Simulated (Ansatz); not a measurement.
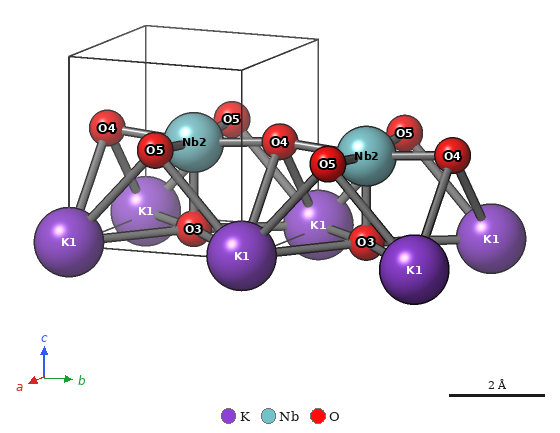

Reference structure: a crystal of KNbO3 (set up in P4mm) in its unrelaxed database cell. A ball-and-stick model of the cell of the calculation, repeated 1 × 2 × 1 with one cell outlined, seen slightly off an axis.

All numbers below come from DFT PBEsol, scalar-relativistic, plane waves, PAW (Ansatz 0.2.0). Set-up: plane-wave cutoff 420 eV; k-point mesh 8 × 8 × 8; occupations gaussian; smearing width 0.02 eV; no spin polarisation.

Change: The cell is strained by +0.9 % along c and −2.1 % across it (volume −3.2 %) and atoms are displaced by up to 0.64 Å (root mean square over those that move 0.38 Å) relative to the cell: K1 0.64 Å along −c, Nb2 0.15 Å along −c, O3 0.03 Å along +c. No relaxation follows.

Question: Predict the response.

Answer: Among the bonded contacts that change: K–O 2.914 → 3.399 Å, K–O 2.786 → 2.361 Å, Nb–O 2.210 → 2.413 Å, Nb–O 1.853 → 1.688 Å. The space group stays P4mm (No. 99). It costs 201 meV per atom. The pressure goes from −2.1 to 18.5 GPa. The principal stresses (compression positive) are 30.4 GPa along c and 12.6 GPa across it. The largest force is 4.6 eV/Å, on O3, along −c. The forces point partly back along the displacements (cosine −0.58).

The changed structure in the same view:

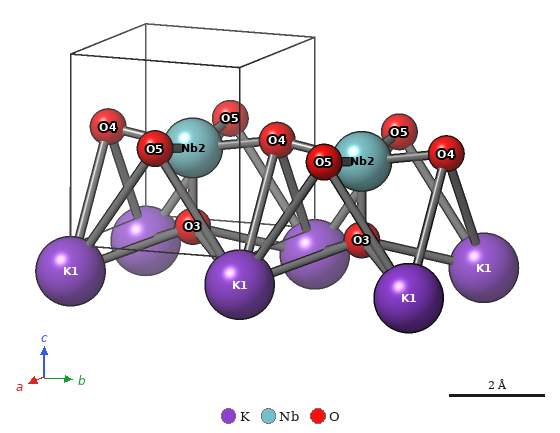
